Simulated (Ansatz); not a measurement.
System: Cd₂O₃, space group Pn-3m (No. 224) (one of a set of cubic test structures, which need not be the stable phase).

Computed with Ansatz 0.2.0 development build: equation of state of a cubic crystal from periodic Kohn-Sham density functional theory without spin, third-order Birch-Murnaghan fit to the free energies; pressure corrected for the finite basis. Level: PBE.

- structure type: cubic X2O3
- atoms in cell: 10
- space group number: 224
- lattice centring: simple cubic
- k mesh: 21×21×21
- occupation method: Fermi–Dirac
- occupation width: 0.06123 eV
- wave cutoff: 420 eV
- datasets: soft-1 PAW
- density tolerance: 1.5e−07 eV
- bands: 68
- density cutoff ratio: 4
- search for lower states: default

Predict the energy above the lowest point and pressure against volume. The volume takes the values 13.77, 14.06, 14.36, 14.65, 14.94, 15.24, 15.53 Å³/atom.

A third-order Birch–Murnaghan fit gives V0 = 14.65 Å³/atom, B0 = 98.4 GPa and B′ = 4.8. The energy above the lowest point is 18.2 meV/atom at volume 13.77 Å³/atom and 14.5 meV/atom at 15.53 Å³/atom; the lowest computed point is at volume 14.65 Å³/atom (0.0 meV/atom), in a single well. The pressure falls from 7.1 GPa at volume 13.77 Å³/atom to −5.0 GPa at 15.53 Å³/atom, and changes sign near 14.65 Å³/atom.

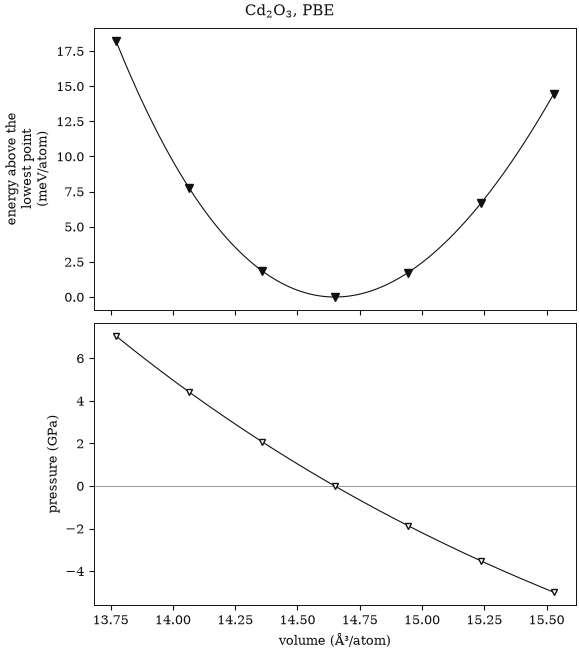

Limits of the calculation: cubic model structure, not the ambient form; no spin polarisation, a magnetic state may lie lower.
